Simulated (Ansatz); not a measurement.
# Run report: NbN, single-point calculation (part 2 of 2)

NbN (Fm-3m, 2 atoms in the cell); DFT PBE+U, scalar-relativistic, plane waves, PAW, Ueff = 3 eV on Nb atom 1 d, spin-polarised (Ansatz 0.2.0); cutoff 420 eV, 7×7×7 k-mesh, Gaussian smearing of 0.05 eV, collinear spins. The structure derives from an entry of the Crystallography Open Database. It belongs to a series of runs on one base structure; here: random orbitals: random, high filling.

Geometry of the input (Å; fractional positions):
```
0.0000  2.1945  2.1945
2.1945  0.0000  2.1945
2.1945  2.1945  0.0000
Nb 0.5000  0.5000  0.5000
N  0.0000  0.0000  0.0000
```

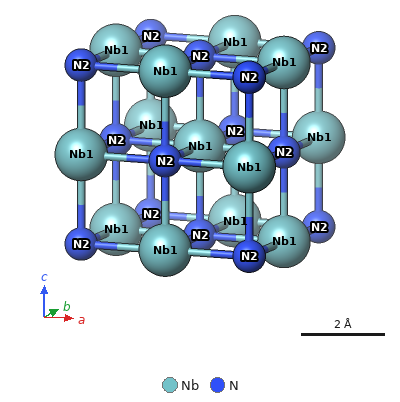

**Figure 1.** The input geometry (ball-and-stick view of the cell 4 times as large as that of the calculation, set on its symmetry axes, seen slightly off an axis; atoms are numbered from 1 in the order of the input).

### Log, continued
```
SCF iter  35: F=-4934.699851 eV  HF=-4934.699851 eV  |F-HF|=1.72e-9  |Δ(HF+E_count)|=   4.32e-8  Δρ=2.66e-6 (↑8.71e-7 ↓2.66e-6)  dr2=9.02e-10  dr2_m=3.99e-10  M=0.081 μB ∫|m|=0.104 μB  β_m=0.67  ethr=1.91e-12  ⟨swp⟩=4.8  Hψ=27500  notcnv=0
iter 36 did not close the SCF: its close was put off for a magnetic moment that had not settled (scf_convergence_deferred on its scf_iter line)
SCF iter  36: F=-4934.699851 eV  HF=-4934.699851 eV  |F-HF|=2.34e-9  |Δ(HF+E_count)|=   4.59e-8  Δρ=2.82e-6 (↑8.75e-7 ↓2.82e-6)  dr2=8.54e-10  dr2_m=4.79e-10  M=0.081 μB ∫|m|=0.104 μB  β_m=0.86  ethr=1.91e-12  ⟨swp⟩=4.8  Hψ=27854  notcnv=0
iter 37 did not close the SCF: its close was put off for a magnetic moment that had not settled (scf_convergence_deferred on its scf_iter line)
SCF iter  37: F=-4934.699851 eV  HF=-4934.699851 eV  |F-HF|=6.77e-10  |Δ(HF+E_count)|=   2.03e-8  Δρ=1.33e-6 (↑5.85e-7 ↓1.33e-6)  dr2=1.54e-10  dr2_m=1.31e-10  M=0.081 μB ∫|m|=0.104 μB  β_m=0.79  ethr=1.91e-12  ⟨swp⟩=4.8  Hψ=27101  notcnv=0
iter 38 did not close the SCF: its close was put off for a magnetic moment that had not settled (scf_convergence_deferred on its scf_iter line)
SCF iter  38: F=-4934.699851 eV  HF=-4934.699851 eV  |F-HF|=3.50e-10  |Δ(HF+E_count)|=   1.87e-8  Δρ=1.52e-6 (↑4.90e-7 ↓1.52e-6)  dr2=4.29e-10  dr2_m=9.57e-11  M=0.081 μB ∫|m|=0.104 μB  β_m=0.65  ethr=1.00e-12  ⟨swp⟩=4.6  Hψ=27108  notcnv=0
iter 39 did not close the SCF: its close was put off for a magnetic moment that had not settled (scf_convergence_deferred on its scf_iter line)
SCF iter  39: F=-4934.699851 eV  HF=-4934.699851 eV  |F-HF|=6.89e-10  |Δ(HF+E_count)|=   1.88e-8  Δρ=1.64e-6 (↑1.88e-7 ↓1.64e-6)  dr2=3.06e-10  dr2_m=1.29e-10  M=0.081 μB ∫|m|=0.104 μB  β_m=0.30  ethr=1.00e-12  ⟨swp⟩=4.6  Hψ=27782  notcnv=0
iter 40 did not close the SCF: its close was put off for a magnetic moment that had not settled (scf_convergence_deferred on its scf_iter line)
SCF iter  40: F=-4934.699851 eV  HF=-4934.699851 eV  |F-HF|=2.26e-10  |Δ(HF+E_count)|=   1.67e-8  Δρ=8.54e-7 (↑3.08e-7 ↓8.54e-7)  dr2=7.18e-11  dr2_m=4.60e-11  M=0.081 μB ∫|m|=0.104 μB  β_m=0.88  ethr=1.00e-12  ⟨swp⟩=4.6  Hψ=27415  notcnv=0
iter 41 did not close the SCF: its close was put off for a magnetic moment that had not settled (scf_convergence_deferred on its scf_iter line)
SCF iter  41: F=-4934.699851 eV  HF=-4934.699851 eV  |F-HF|=1.46e-9  |Δ(HF+E_count)|=   2.87e-9  Δρ=2.28e-6 (↑2.78e-7 ↓2.28e-6)  dr2=5.42e-10  dr2_m=2.57e-10  M=0.081 μB ∫|m|=0.104 μB  β_m=0.34  ethr=1.00e-12  ⟨swp⟩=4.6  Hψ=27758  notcnv=0  recentre
iter 42 did not close the SCF: its close was put off for a magnetic moment that had not settled (scf_convergence_deferred on its scf_iter line)
SCF iter  42: F=-4934.699851 eV  HF=-4934.699851 eV  |F-HF|=1.05e-10  |Δ(HF+E_count)|=   5.44e-9  Δρ=5.11e-7 (↑2.89e-7 ↓5.11e-7)  dr2=1.62e-11  dr2_m=2.41e-11  M=0.081 μB ∫|m|=0.104 μB  β_m=0.97  ethr=1.00e-12  ⟨swp⟩=3.9  Hψ=23436  notcnv=0
iter 43 did not close the SCF: its close was put off for a magnetic moment that had not settled (scf_convergence_deferred on its scf_iter line)
SCF iter  43: F=-4934.699851 eV  HF=-4934.699851 eV  |F-HF|=1.41e-10  |Δ(HF+E_count)|=  8.09e-10  Δρ=8.38e-7 (↑2.15e-7 ↓8.38e-7)  dr2=1.06e-10  dr2_m=3.38e-11  M=0.081 μB ∫|m|=0.104 μB  β_m=0.99  ethr=1.00e-12  ⟨swp⟩=3.5  Hψ=22510  notcnv=0  recentre
iter 44 did not close the SCF: its close was put off for a magnetic moment that had not settled (scf_convergence_deferred on its scf_iter line)
SCF iter  44: F=-4934.699851 eV  HF=-4934.699851 eV  |F-HF|=2.75e-10  |Δ(HF+E_count)|=   1.62e-9  Δρ=1.08e-6 (↑2.32e-7 ↓1.08e-6)  dr2=1.63e-10  dr2_m=5.01e-11  M=0.081 μB ∫|m|=0.104 μB  β_m=0.77  ethr=1.00e-12  ⟨swp⟩=4.6  Hψ=27432  notcnv=0
iter 45 did not close the SCF: its close was put off for a magnetic moment that had not settled (scf_convergence_deferred on its scf_iter line)
SCF iter  45: F=-4934.699851 eV  HF=-4934.699851 eV  |F-HF|=3.94e-10  |Δ(HF+E_count)|=  5.69e-10  Δρ=1.37e-6 (↑3.91e-7 ↓1.37e-6)  dr2=2.88e-10  dr2_m=9.36e-11  M=0.081 μB ∫|m|=0.104 μB  β_m=0.88  ethr=1.00e-12  ⟨swp⟩=4.6  Hψ=27464  notcnv=0
iter 46 did not close the SCF: its close was put off for a magnetic moment that had not settled (scf_convergence_deferred on its scf_iter line)
SCF iter  46: F=-4934.699851 eV  HF=-4934.699851 eV  |F-HF|=1.69e-10  |Δ(HF+E_count)|=  7.49e-10  Δρ=9.00e-7 (↑2.55e-7 ↓9.00e-7)  dr2=1.10e-10  dr2_m=4.03e-11  M=0.081 μB ∫|m|=0.104 μB  β_m=0.94  ethr=1.00e-12  ⟨swp⟩=3.6  Hψ=21979  notcnv=0
SCF iter  47: F=-4934.699851 eV  HF=-4934.699851 eV  |F-HF|=3.64e-11  |Δ(HF+E_count)|=   2.51e-9  Δρ=4.83e-7 (↑2.77e-7 ↓4.83e-7)  dr2=5.60e-11  dr2_m=1.08e-11  M=0.081 μB ∫|m|=0.104 μB  ethr=1.00e-12  ⟨swp⟩=4.0  Hψ=24766  notcnv=0
WARN: hamiltonian.hubbard: on 1 of 2 specified blocks the occupation matrix of this SCF's result fails the test of the specified filling. At site 0 ↑ (sites count from 0 in the list of atoms of the cell that this SCF solves) the least filled combination of the orbitals specified full has occupation 0.308, and the fullest combination of the orbitals specified empty has occupation 0.465; the filling counts as kept where the first is at least 0.75 and exceeds the second by more than 0.25. The state of this SCF's result may not hold the specified filling, though these bounds can also misjudge a state that does. This warning does not say which state is lower in energy, or whether the specified filling is a self-consistent state at all; see hamiltonian.hubbard.sites[].starting_ns, Limitations, and scf.initial_density.shell_occupations in the input reference
SCF 1 converged in 47 iterations: F = -4934.699851 eV  dr2 = 5.60e-11
  greatest PAW one-centre occupation: 0.998 electrons in one spin orbital (limit 2), on the Nb atom at site 0 (counted from 0), in its partial waves of l = 0
```

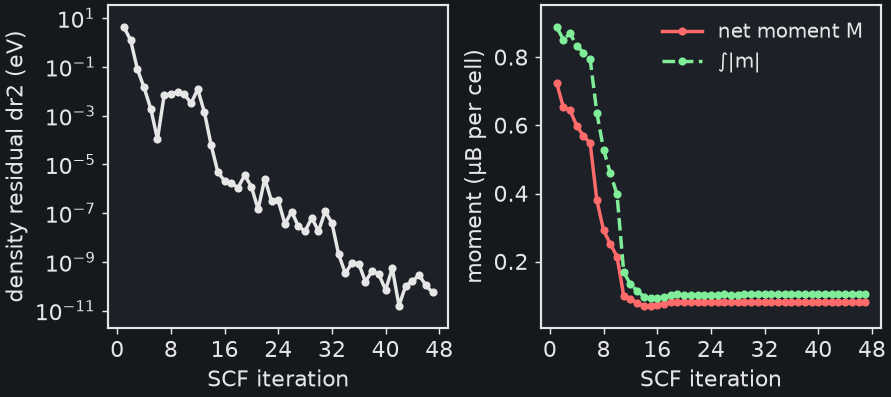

**Figure 2.** Convergence of the self-consistent field: density residual dr2 and magnetic moment against the SCF iteration. The residual falls unevenly and jumps up by a factor of two or more 11 times on the way down. The net moment goes from 0.7 to 0.1 μB per cell.

```
SCF converged after 47 iterations
Magnetization: 0.0813 μB (9.0407 up, 8.9593 down)
Absolute magnetization: 0.1044 μB (∫|ρ↑−ρ↓|, with the PAW one-centre terms)
Spin contamination: 0.0015 ħ² per cell (⟨S²⟩ above its minimum at these occupations)
Per-site moments (μB) at R_I (Å): [(0.052224448553446164, 0.9052315511250002), (-0.00894694364632707, 0.9052315511250002)]
Free energy (F): -4934.699851 eV
Harris-Foulkes:  -4934.699851 eV  (|F-HF|=3.64e-11)
Internal energy: -4934.699111 eV  (E = F + TS)
E sigma→0 (E₀):  -4934.699481 eV
Entropy (-TS):   -0.000740 eV (-0.370 meV/atom)
Fermi energy:    20.731451 eV
--- Per-component energies (eV) ---
  E_band       = -8.014911
  E_kinetic    = 529.427849
  E_local      = -719.762594  (includes V_loc(G=0)·N_el)
  E_nonlocal   = 163.572213
  E_hartree    = 217.701768
  E_xc         = -237.581716
  E_vxc        = -292.069575  (∫ρ·V_xc dr)
  E_hubbard    = 3.494100  (on-site DFT+U / exact-exchange correction)
  E_vhub       = 1.135694  (the Hubbard potential's part of the band-sum identity)
  E_paw        = -3200.063003  (= ΣΔE_a)
  E_vpaw       = -125.722210  (= ΣTr[D̂ρ^β])
  E_aug_tail   = 0.000099  (compensation charges beyond the density's cutoff)
  E_ewald      = -1691.487828
  E_smearing   = -0.000740  (= −TS)
  E_closure    = -0.000000  (closes the sum)
  Σ components = -4934.699851   (vs F -4934.699851, Δ=0.00e0)
--- Specified on-site occupations, and those of the state reported ---
  electrons in the specified blocks: 2.1000 specified, 3.9017 found
  site 0 (l=d) ↑: largest change of an orbital's occupation 0.6622; electrons 2.0000 specified, 1.9973 found; spectral distance 0.9285
  site 0 (l=d) ↓: largest change of an orbital's occupation 0.4414; electrons 0.1000 specified, 1.9044 found; spectral distance 0.8196
--- Forces (eV/Å), atoms counted from 1 ---
  atom   1  Nb     0.00000000     0.00000000     0.00000000
  atom   2  N      0.00000000     0.00000000     0.00000000
  max |Σ_I F_I| component: 0.00e0 eV/Å
--- Stress (GPa, compression-positive) ---
        9.083846      -0.440561       0.550896
       -0.440562       9.005935      -0.433010
        0.550896      -0.433010       9.078626
  P = ⅓ Tr σ = 9.0561 GPa (90.561 kbar)
--- Band table (eV; the first three rows and the last of 344) ---
  k-point 0 ↑: bands = ["-35.8618", "-11.5329", "-11.5270", "-11.4905", "3.1347", "17.4569", "17.4574", "17.4601", "18.6415", "18.6472", "18.7253", "21.0261", "21.0262", "23.9558"]
  k-point 1 ↑: bands = ["-35.8360", "-11.7410", "-11.5459", "-11.5117", "3.5665", "15.7037", "16.2265", "16.2313", "19.2646", "19.3325", "19.4453", "22.6058", "22.6061", "25.0375"]
  k-point 2 ↑: bands = ["-35.7766", "-12.1935", "-11.5852", "-11.5513", "4.5947", "13.3860", "14.7619", "14.7658", "20.5042", "20.5688", "20.6427", "25.3055", "25.3068", "26.5494"]
  k-point 171 ↓: bands = ["-35.6572", "-12.4275", "-11.6903", "-11.5788", "5.4303", "12.1723", "14.0985", "14.1955", "21.5709", "22.1313", "22.4878", "26.0464", "27.6468", "27.7737"]
Occupation matrices written to [file]
--- Löwdin populations: 2 sites ---
  site symbol       q [e]    m [muB]
     0     Nb     12.2656     0.0934
     1      N      5.6665    -0.0128
  spilling = 0.003774 (of n_electrons = 18.000000)
--- Occupation matrices: 1 shell (run DFT+U table (all-electron-ortho-atomic); ε = 9.02e-4) ---
  Nb0 d_4D: site group Oh (m-3m)
  Nb0 d_4D up     Tr n = 1.9973  λ = 0.307 0.307 0.453 0.465 0.466  [2× z2 0.50 (Eg 1.00) Eg(1.00) | yz 0.36 (T2g 1.00) T2g(1.00) | xz 0.72 (T2g 1.00) T2g(1.00) | yz 0.51 (T2g 1.00) T2g(1.00)]
  Nb0 d_4D dn     Tr n = 1.9044  λ = 0.305 0.305 0.415 0.418 0.461  [2× x2-y2 0.50 (Eg 1.00) Eg(1.00) | yz 0.51 (T2g 1.00) T2g(1.00) | xz 0.73 (T2g 1.00) T2g(1.00) | yz 0.37 (T2g 1.00) T2g(1.00)]
  specified occupation → Nb0 d_4D up: matrix, ‖Δ‖_F = 1.1411, Tr Δ = +0.0027, displaced = 1.2467, d_λ = 0.9285; orbital distance = 1.7149
  specified occupation → Nb0 d_4D dn: matrix, ‖Δ‖_F = 0.8196, Tr Δ = -1.8044, displaced = 0.9022, d_λ = 0.8196; orbital distance = 0.0000
  Tr n, λ and their labels are of the run-group-symmetrised matrices; stabiliser: 2 of 96 elements of G0×{1,Θ} (closed), max defect 5.9e-16 at τ = 1.9e-4
```

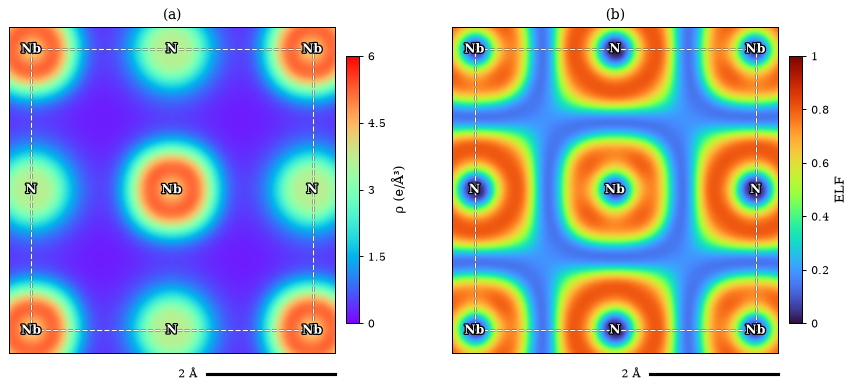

**Figure 3.** (a) valence electron density; (b) electron localisation function on the (001) plane of the conventional cell. The section cuts through Nb and N sites. Nb–N (2.19 Å): the density is about 0.54 e/Å³ at the midpoint; the ELF is about 0.15 at the midpoint; a polar contact without a shared pair, in a metal. Away from the nuclei the density in this plane falls to 0.22 e/Å³ at its lowest. The strong features right at Nb lie inside the PAW spheres (semicore, d or f shells) and say nothing about bonding. In a PAW calculation such maps are meaningful between the atoms, not at the nuclei.

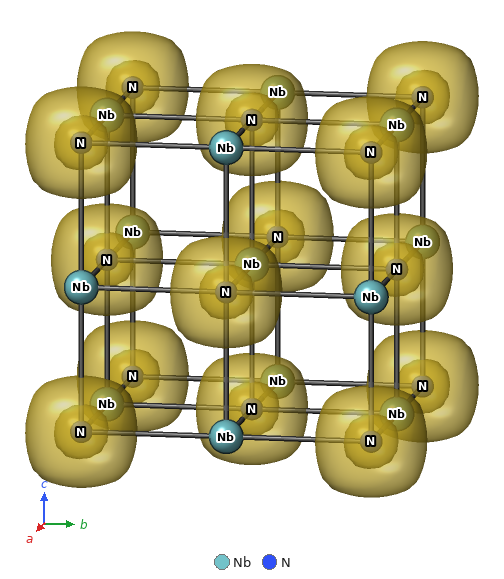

**Figure 4.** Isosurface of the ELF at 0.65 (yellow), seen slightly off an axis. Only the valence region is drawn (cores and ρ < 0.01 e/Å³ removed). Sticks mark near contacts. The outline is the cell set on symmetry axes. Profiles from the grid: Nb–N (2.19 Å): the ELF is about 0.15 at the midpoint (no shared pair; the contact is polar).

### Summary

```json
{"quantity": "outcome", "value": "converged"}
{"quantity": "space group (tolerance 0.01 Å)", "value": "Fm-3m (225)"}
{"quantity": "electrons treated", "value": "18"}
{"quantity": "free energy", "value": "−4934.6999 eV"}
{"quantity": "Fermi energy", "value": "20.731 eV"}
{"quantity": "gap on the k-point mesh", "value": "none (metallic)"}
{"quantity": "net moment of the cell", "value": "0.08 μB"}
{"quantity": "integrated absolute moment", "value": "0.10 μB"}
{"quantity": "pressure", "value": "9.06 GPa"}
{"quantity": "largest force (length of the vector)", "value": "under 0.001 eV/Å"}
{"quantity": "hardware", "value": "2 threads of Arm Neoverse N1, 98 GiB of memory available, shared host"}
{"quantity": "wall time", "value": "47 s (CPU time 92 s)"}
{"quantity": "peak memory", "value": "0.4 GiB"}
```

### Remarks

Warnings of the run: the typed occupations were not kept; the occupation matrices lower the symmetry. The cell is under a pressure of 9.1 GPa at this level, so it is not at its equilibrium volume.
